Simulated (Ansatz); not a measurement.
# Geometry relaxation of HfO2 (part 3 of 3)

HfO2 (slab, 24 atoms in the cell); DFT PBE+D3(BJ), scalar-relativistic, plane waves, PAW, no spin polarisation (Ansatz 0.2.0); cutoff 420 eV, 2×3×1 k-mesh, Gaussian smearing of 0.05 eV. The structure derives from an entry of the Crystallography Open Database. The input holds or restrains some coordinates. Forces given for the steps count only the free coordinates. It belongs to a series of runs on one base structure; here: clean slab, lower planes held.

Geometry of the input (Å; fractional positions):
```
7.1741  0.0000  0.0000
0.0000  5.0729  0.0000
0.0000  0.0000  21.3806
Hf 0.2500  0.5000  0.3742
Hf 0.7500  0.5000  0.3742
O  0.5000  0.7500  0.3742
O  0.0000  0.7500  0.3742
O  0.5000  0.2500  0.3742
O  0.0000  0.2500  0.3742
Hf 0.5000  0.0000  0.4581
Hf 0.0000  0.0000  0.4581
O  0.7500  0.2500  0.4581
O  0.2500  0.2500  0.4581
O  0.7500  0.7500  0.4581
O  0.2500  0.7500  0.4581
Hf 0.7500  0.5000  0.5419
Hf 0.2500  0.5000  0.5419
O  0.0000  0.7500  0.5419
O  0.5000  0.7500  0.5419
O  0.0000  0.2500  0.5419
O  0.5000  0.2500  0.5419
Hf 0.0000  0.0000  0.6258
Hf 0.5000  0.0000  0.6258
O  0.2500  0.2500  0.6258
O  0.7500  0.2500  0.6258
O  0.2500  0.7500  0.6258
O  0.7500  0.7500  0.6258
```

## Output, continued
```
  k-point 3: bands = ["-59.3183", "-59.3183", "-59.2548", "-59.2548", "-59.2037", "-59.2037", "-58.7749", "-58.7749", "-28.3588", "-28.3588", "-28.1997", "-28.1997", "-28.1341", "-28.1341", "-28.0017", "-28.0017", "-27.9643", "-27.9643", "-27.8729", "-27.8729", "-27.8108", "-27.8108", "-27.7827", "-27.7827", "-27.7206", "-27.7206", "-27.4780", "-27.4780", "-27.4692", "-27.4692", "-27.4498", "-27.4498", "-15.9971", "-15.9971", "-15.6409", "-15.6409", "-14.7662", "-14.7662", "-14.5792", "-14.5792",
      "-14.3400", "-14.3400", "-14.1606", "-14.1606", "-13.7350", "-13.7350", "-13.4446", "-13.4446", "-9.2656", "-9.2656", "-9.2575", "-9.2575", "-9.2530", "-9.2530", "-9.2450", "-9.2450", "-9.2187", "-9.2187", "-9.1991", "-9.1991", "-9.1938", "-9.1938", "-9.1878", "-9.1878", "-9.1678", "-9.1678", "-9.1663", "-9.1663", "-9.1258", "-9.1258", "-9.1137", "-9.1137", "-9.0972", "-9.0972", "-9.0942", "-9.0942", "-9.0795", "-9.0795", "-9.0789", "-9.0789",
      "-9.0760", "-9.0760", "-9.0726", "-9.0726", "-9.0600", "-9.0600", "-9.0471", "-9.0471", "-9.0292", "-9.0292", "-8.6581", "-8.6581", "-8.6563", "-8.6563", "-8.6537", "-8.6537", "-8.6508", "-8.6508", "-8.6468", "-8.6468", "-8.6386", "-8.6386", "-8.6164", "-8.6164", "-3.2107", "-3.2107", "-2.9126", "-2.9126", "-2.8881", "-2.8881", "-2.4919", "-2.4919", "-2.3867", "-2.3867", "-1.7144", "-1.7144", "-1.5503", "-1.5503", "-1.4618", "-1.4618",
      "-1.4085", "-1.4085", "-1.0872", "-1.0872", "-0.8469", "-0.8469", "-0.8123", "-0.8123", "-0.3738", "-0.3738", "-0.1717", "-0.1717", "0.0866", "0.0866", "0.2185", "0.2185", "0.4588", "0.4588", "0.6286", "0.6286", "0.9700", "0.9700", "1.0812", "1.0812", "1.2748", "1.2748", "1.3490", "1.3490", "1.4579", "1.4579", "2.0709", "2.0709", "5.5025", "5.5025", "5.7380", "5.7380", "6.3502", "6.3502", "6.4507", "6.4507",
      "6.6135", "6.6135", "6.7475", "6.7475", "6.8724", "6.8724", "7.0848", "7.0848", "7.1770", "7.1770", "7.3765", "7.3765", "7.6808", "7.6808", "7.9281", "7.9281", "8.2036", "8.2036", "8.6862", "8.6862", "9.0422", "9.0422", "9.2862"]
--- Relaxed structure (5 steps of the walk, 5 accepted, 0 SCFs on fresh bases) ---
  F+E_penalty+E_count = -134887.59852891 eV   max|allowed force component| = 1.919e-2 eV/Å
  atoms:
    - { symbol: Hf, position: [0.24999999999999997, 0.5, 0.374170865] }
    - { symbol: Hf, position: [0.7499999999999999, 0.5, 0.374170865] }
    - { symbol: O, position: [0.49999999999999994, 0.75, 0.374170865] }
    - { symbol: O, position: [0.0, 0.75, 0.374170865] }
    - { symbol: O, position: [0.49999999999999994, 0.25, 0.374170865] }
    - { symbol: O, position: [0.0, 0.25, 0.374170865] }
    - { symbol: Hf, position: [0.49999999999999994, 0.0, 0.45805695500000004] }
    - { symbol: Hf, position: [0.0, 0.0, 0.45805695500000004] }
    - { symbol: O, position: [0.7499999999999999, 0.25, 0.45805695500000004] }
    - { symbol: O, position: [0.24999999999999997, 0.25, 0.45805695500000004] }
    - { symbol: O, position: [0.7499999999999999, 0.75, 0.45805695500000004] }
    - { symbol: O, position: [0.24999999999999997, 0.75, 0.45805695500000004] }
    - { symbol: Hf, position: [0.7499999999999999, 0.5, 0.5513660852277827] }
    - { symbol: Hf, position: [0.24999999999999997, 0.5, 0.5513660852277827] }
    - { symbol: O, position: [-1.980959708375242e-19, 0.7477188698513049, 0.5436816957360185] }
    - { symbol: O, position: [0.49999999999999994, 0.7477188698513049, 0.5436816957360185] }
    - { symbol: O, position: [-3.771752330219863e-19, 0.2522811301486952, 0.5436816957360185] }
    - { symbol: O, position: [0.49999999999999994, 0.2522811301486952, 0.5436816957360185] }
    - { symbol: Hf, position: [1.3953796283167262e-18, -1.4070846711810717e-33, 0.6173945816918508] }
    - { symbol: Hf, position: [0.49999999999999994, -1.3987797869498176e-33, 0.6173945816918508] }
    - { symbol: O, position: [0.24999999999999997, 0.24069930569086448, 0.6290649408426738] }
    - { symbol: O, position: [0.7499999999999999, 0.24069930569086448, 0.6290649408426738] }
    - { symbol: O, position: [0.24999999999999997, 0.7593006943091356, 0.6290649408426738] }
    - { symbol: O, position: [0.7499999999999999, 0.7593006943091356, 0.6290649408426738] }
```

## Trajectory as extended XYZ (Å, eV, eV/Å), 5 frames, from step=1 to step=5
```
24
Lattice="7.1741 0.0000 0.0000 0.0000 5.0729 0.0000 0.0000 0.0000 21.3806" Properties=species:S:1:pos:R:3:forces:R:3 step=1 energy=-134886.17744
Hf    1.7935    2.5364    8.0000    0.0000   0.0000   4.1961
Hf    5.3806    2.5364    8.0000    0.0000   0.0000   4.1961
O     3.5871    3.8047    8.0000    0.0000  -1.0540  -1.0395
O     0.0000    3.8047    8.0000    0.0000  -1.0540  -1.0395
O     3.5871    1.2682    8.0000    0.0000   1.0540  -1.0395
O     0.0000    1.2682    8.0000    0.0000   1.0540  -1.0395
Hf    3.5871    0.0000    9.7935    0.0000   0.0000  -1.7871
Hf    0.0000    0.0000    9.7935    0.0000   0.0000  -1.7871
O     5.3806    1.2682    9.7935    0.0000   0.4464  -0.4314
O     1.7935    1.2682    9.7935    0.0000   0.4464  -0.4314
O     5.3806    3.8047    9.7935    0.0000  -0.4464  -0.4314
O     1.7935    3.8047    9.7935    0.0000  -0.4464  -0.4314
Hf    5.3806    2.5364   11.5871    0.0000   0.0000   1.7871
Hf    1.7935    2.5364   11.5871    0.0000   0.0000   1.7871
O     0.0000    3.8047   11.5871    0.0000   0.4464   0.4314
O     3.5871    3.8047   11.5871    0.0000   0.4464   0.4314
O     0.0000    1.2682   11.5871    0.0000  -0.4464   0.4314
O     3.5871    1.2682   11.5871    0.0000  -0.4464   0.4314
Hf    0.0000    0.0000   13.3806    0.0000   0.0000  -4.1961
Hf    3.5871    0.0000   13.3806    0.0000   0.0000  -4.1961
O     1.7935    1.2682   13.3806    0.0000  -1.0540   1.0395
O     5.3806    1.2682   13.3806    0.0000  -1.0540   1.0395
O     1.7935    3.8047   13.3806    0.0000   1.0540   1.0395
O     5.3806    3.8047   13.3806    0.0000   1.0540   1.0395
24
Lattice="7.1741 0.0000 0.0000 0.0000 5.0729 0.0000 0.0000 0.0000 21.3806" Properties=species:S:1:pos:R:3:forces:R:3 step=2 energy=-134887.37448
Hf    1.7935    2.5364    8.0000    0.0000   0.0000   4.3548
Hf    5.3806    2.5364    8.0000    0.0000   0.0000   4.3548
O     3.5871    3.8047    8.0000    0.0000  -1.0122  -1.0113
O     0.0000    3.8047    8.0000    0.0000  -1.0122  -1.0113
O     3.5871    1.2682    8.0000    0.0000   1.0122  -1.0113
O     0.0000    1.2682    8.0000    0.0000   1.0122  -1.0113
Hf    3.5871    0.0000    9.7935    0.0000   0.0000  -3.0003
Hf    0.0000    0.0000    9.7935    0.0000   0.0000  -3.0003
O     5.3806    1.2682    9.7935    0.0000   0.4536  -0.1088
O     1.7935    1.2682    9.7935    0.0000   0.4536  -0.1088
O     5.3806    3.8047    9.7935    0.0000  -0.4536  -0.1088
O     1.7935    3.8047    9.7935    0.0000  -0.4536  -0.1088
Hf    5.3806    2.5364   11.6710    0.0000   0.0000   1.4452
Hf    1.7935    2.5364   11.6710    0.0000   0.0000   1.4452
O     0.0000    3.7922   11.5605    0.0000   0.0684   0.3580
O     3.5871    3.7922   11.5605    0.0000   0.0684   0.3580
O     0.0000    1.2807   11.5605    0.0000  -0.0684   0.3580
O     3.5871    1.2807   11.5605    0.0000  -0.0684   0.3580
Hf    0.0000    0.0000   13.1825    0.0000   0.0000   0.0561
Hf    3.5871    0.0000   13.1825    0.0000   0.0000   0.0561
O     1.7935    1.2118   13.4460    0.0000   0.3560  -0.6658
O     5.3806    1.2118   13.4460    0.0000   0.3560  -0.6658
O     1.7935    3.8611   13.4460    0.0000  -0.3560  -0.6658
O     5.3806    3.8611   13.4460    0.0000  -0.3560  -0.6658
24
Lattice="7.1741 0.0000 0.0000 0.0000 5.0729 0.0000 0.0000 0.0000 21.3806" Properties=species:S:1:pos:R:3:forces:R:3 step=3 energy=-134887.55172
Hf    1.7935    2.5364    8.0000    0.0000   0.0000   4.4545
Hf    5.3806    2.5364    8.0000    0.0000   0.0000   4.4545
O     3.5871    3.8047    8.0000    0.0000  -0.9786  -0.9768
O     0.0000    3.8047    8.0000    0.0000  -0.9786  -0.9768
O     3.5871    1.2682    8.0000    0.0000   0.9786  -0.9768
O     0.0000    1.2682    8.0000    0.0000   0.9786  -0.9768
Hf    3.5871    0.0000    9.7935    0.0000   0.0000  -3.1422
Hf    0.0000    0.0000    9.7935    0.0000   0.0000  -3.1422
O     5.3806    1.2682    9.7935    0.0000   0.4460   0.0561
O     1.7935    1.2682    9.7935    0.0000   0.4460   0.0561
O     5.3806    3.8047    9.7935    0.0000  -0.4460   0.0561
O     1.7935    3.8047    9.7935    0.0000  -0.4460   0.0561
Hf    5.3806    2.5364   11.7228    0.0000   0.0000   0.6595
Hf    1.7935    2.5364   11.7228    0.0000   0.0000   0.6595
O     0.0000    3.7939   11.5863    0.0000  -0.0049   0.1583
O     3.5871    3.7939   11.5863    0.0000  -0.0049   0.1583
O     0.0000    1.2790   11.5863    0.0000   0.0049   0.1583
O     3.5871    1.2790   11.5863    0.0000   0.0049   0.1583
Hf    0.0000    0.0000   13.1806    0.0000   0.0000  -0.0145
Hf    3.5871    0.0000   13.1806    0.0000   0.0000  -0.0145
O     1.7935    1.2169   13.4270    0.0000   0.1746  -0.2158
O     5.3806    1.2169   13.4270    0.0000   0.1746  -0.2158
O     1.7935    3.8560   13.4270    0.0000  -0.1746  -0.2158
O     5.3806    3.8560   13.4270    0.0000  -0.1746  -0.2158
24
Lattice="7.1741 0.0000 0.0000 0.0000 5.0729 0.0000 0.0000 0.0000 21.3806" Properties=species:S:1:pos:R:3:forces:R:3 step=4 energy=-134887.59817
Hf    1.7935    2.5364    8.0000    0.0000   0.0000   4.5685
Hf    5.3806    2.5364    8.0000    0.0000   0.0000   4.5685
O     3.5871    3.8047    8.0000    0.0000  -0.9393  -0.9375
O     0.0000    3.8047    8.0000    0.0000  -0.9393  -0.9375
O     3.5871    1.2682    8.0000    0.0000   0.9393  -0.9375
O     0.0000    1.2682    8.0000    0.0000   0.9393  -0.9375
Hf    3.5871    0.0000    9.7935    0.0000   0.0000  -3.1936
Hf    0.0000    0.0000    9.7935    0.0000   0.0000  -3.1936
O     5.3806    1.2682    9.7935    0.0000   0.4269   0.2376
O     1.7935    1.2682    9.7935    0.0000   0.4269   0.2376
O     5.3806    3.8047    9.7935    0.0000  -0.4269   0.2376
O     1.7935    3.8047    9.7935    0.0000  -0.4269   0.2376
Hf    5.3806    2.5364   11.7864    0.0000   0.0000  -0.0181
Hf    1.7935    2.5364   11.7864    0.0000   0.0000  -0.0181
O     0.0000    3.7933   11.6226    0.0000  -0.0051  -0.0019
O     3.5871    3.7933   11.6226    0.0000  -0.0051  -0.0019
O     0.0000    1.2796   11.6226    0.0000   0.0051  -0.0019
O     3.5871    1.2796   11.6226    0.0000   0.0051  -0.0019
Hf    0.0000    0.0000   13.1980    0.0000   0.0000  -0.0116
Hf    3.5871    0.0000   13.1980    0.0000   0.0000  -0.0116
O     1.7935    1.2240   13.4463    0.0000  -0.0571   0.0269
O     5.3806    1.2240   13.4463    0.0000  -0.0571   0.0269
O     1.7935    3.8489   13.4463    0.0000   0.0571   0.0269
O     5.3806    3.8489   13.4463    0.0000   0.0571   0.0269
24
Lattice="7.1741 0.0000 0.0000 0.0000 5.0729 0.0000 0.0000 0.0000 21.3806" Properties=species:S:1:pos:R:3:forces:R:3 step=5 energy=-134887.59853
Hf    1.7935    2.5364    8.0000    0.0000   0.0000   4.5736
Hf    5.3806    2.5364    8.0000    0.0000   0.0000   4.5736
O     3.5871    3.8047    8.0000    0.0000  -0.9386  -0.9375
O     0.0000    3.8047    8.0000    0.0000  -0.9386  -0.9375
O     3.5871    1.2682    8.0000    0.0000   0.9386  -0.9375
O     0.0000    1.2682    8.0000    0.0000   0.9386  -0.9375
Hf    3.5871    0.0000    9.7935    0.0000   0.0000  -3.1786
Hf    0.0000    0.0000    9.7935    0.0000   0.0000  -3.1786
O     5.3806    1.2682    9.7935    0.0000   0.4279   0.2431
O     1.7935    1.2682    9.7935    0.0000   0.4279   0.2431
O     5.3806    3.8047    9.7935    0.0000  -0.4279   0.2431
O     1.7935    3.8047    9.7935    0.0000  -0.4279   0.2431
Hf    5.3806    2.5364   11.7885    0.0000   0.0000   0.0085
Hf    1.7935    2.5364   11.7885    0.0000   0.0000   0.0085
O     0.0000    3.7931   11.6242    0.0000  -0.0042  -0.0013
O     3.5871    3.7931   11.6242    0.0000  -0.0042  -0.0013
O     0.0000    1.2798   11.6242    0.0000   0.0042  -0.0013
O     3.5871    1.2798   11.6242    0.0000   0.0042  -0.0013
Hf    0.0000    0.0000   13.2003    0.0000   0.0000  -0.0128
Hf    3.5871    0.0000   13.2003    0.0000   0.0000  -0.0128
O     1.7935    1.2210   13.4498    0.0000   0.0192   0.0003
O     5.3806    1.2210   13.4498    0.0000   0.0192   0.0003
O     1.7935    3.8518   13.4498    0.0000  -0.0192   0.0003
O     5.3806    3.8518   13.4498    0.0000  -0.0192   0.0003
```

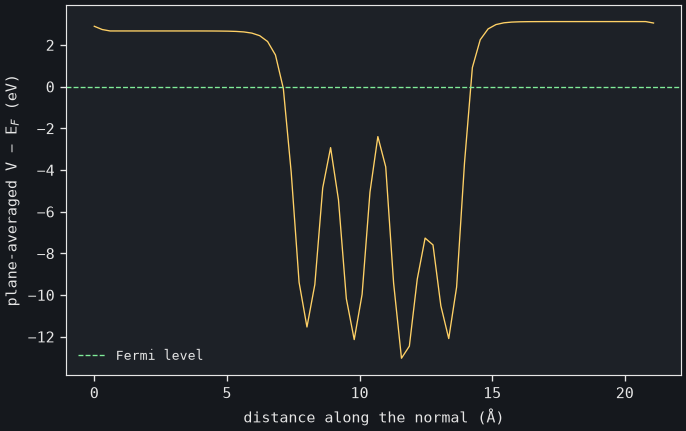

Figure 1. Plane average of the electrostatic potential energy of an electron across the cell, from the Fermi level. The vacuum level lies 3.12 eV above the Fermi level on the upper side and 2.68 eV on the lower.

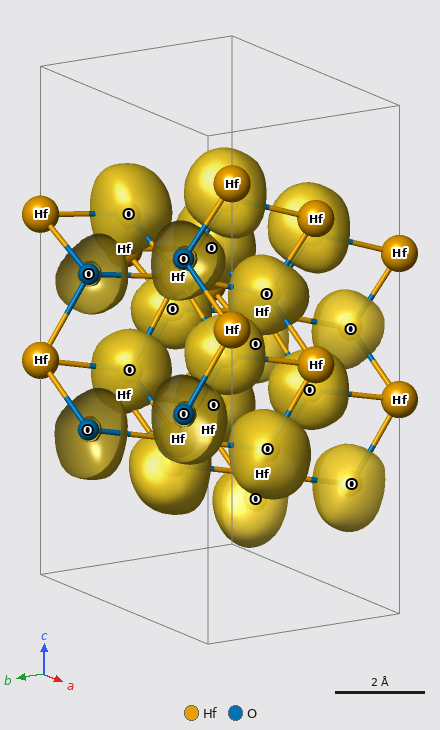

Figure 2. Isosurface of the ELF at 0.6 (yellow), seen at an oblique angle. Core shells and regions of very low density are left out. Sticks mark near contacts. Profiles from the grid: Hf–O (2.03 Å): the ELF peaks at about 0.80 in the valence shell of O, 0.6 Å from its nucleus, and drops to about 0.25 between the two atoms. Hf–O (2.12 Å): the ELF peaks at about 0.85 in the valence shell of O, 0.6 Å from its nucleus, and drops to about 0.20 between the two atoms. In a PAW calculation such maps are meaningful between the atoms, not at the nuclei.

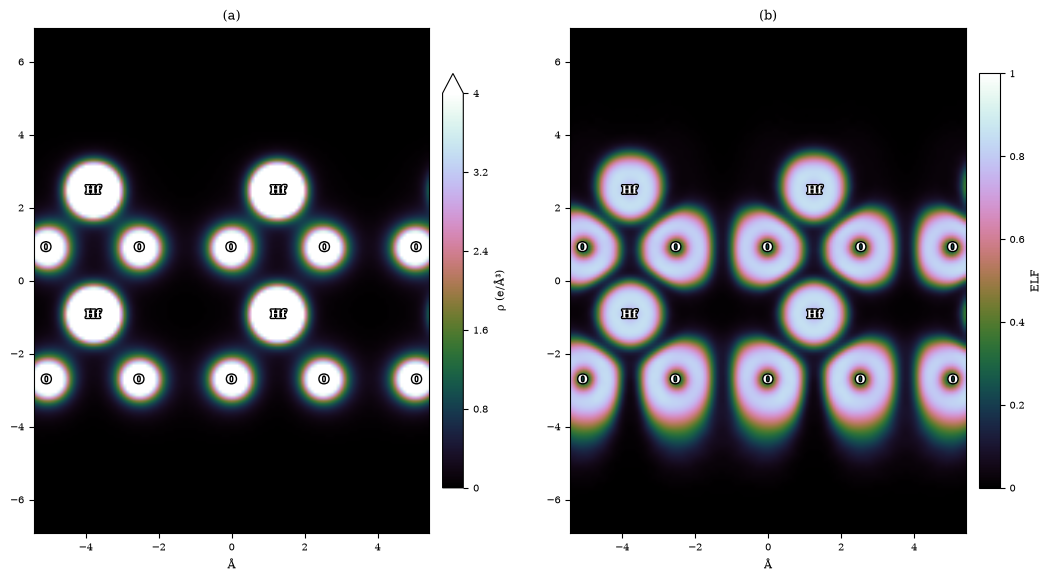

Figure 3. (a) valence electron density; (b) ELF on the (100) plane of the calculation cell, a cut from vacuum to vacuum. The section cuts through O and Hf sites. Hf–O (2.03 Å): ρ is about 0.91 e/Å³ halfway; the ELF peaks at about 0.80 in the valence shell of O, 0.6 Å from its nucleus, and drops to about 0.25 between the two atoms. Hf–O (2.20 Å): ρ at the midpoint is about 0.57 e/Å³; the ELF peaks at about 0.85 in the valence shell of O, 0.6 Å from its nucleus, and drops to about 0.15 between the two atoms. Hf–O (2.23 Å): ρ at the midpoint is about 0.51 e/Å³; the ELF peaks at about 0.85 in the valence shell of O, 0.6 Å from its nucleus, and drops to about 0.15 between the two atoms. The density dies away to nearly zero in the vacuum. The strong features right at Hf lie inside the PAW spheres (semicore, d or f shells) and say nothing about bonding.

## Summary

| quantity | value |
| --- | --- |
| outcome | converged under the restraints of the input |
| electrons treated | 304 |
| free energy | −134887.5985 eV |
| work function, top face | 3.12 eV |
| work function, bottom face | 2.68 eV |
| Fermi energy | 4.039 eV |
| gap on the k-point mesh | 1.67 eV |
| final volume | 778.12 Å³ |
| work function (upper face) | 3.12 eV |
| largest force (length of the vector) at the end, held atoms and coordinates included | 4.574 eV/Å |
| hardware | 4 threads of Intel Xeon (Sapphire Rapids), 16 GiB of memory available, shared host |
| wall time | 73 s (CPU time 3.8 min) |
| peak memory | 2.2 GiB |

Warnings of the run: the exchange-correlation potential is rough where the density is thin. Spin–orbit coupling is left out, which matters for Hf.
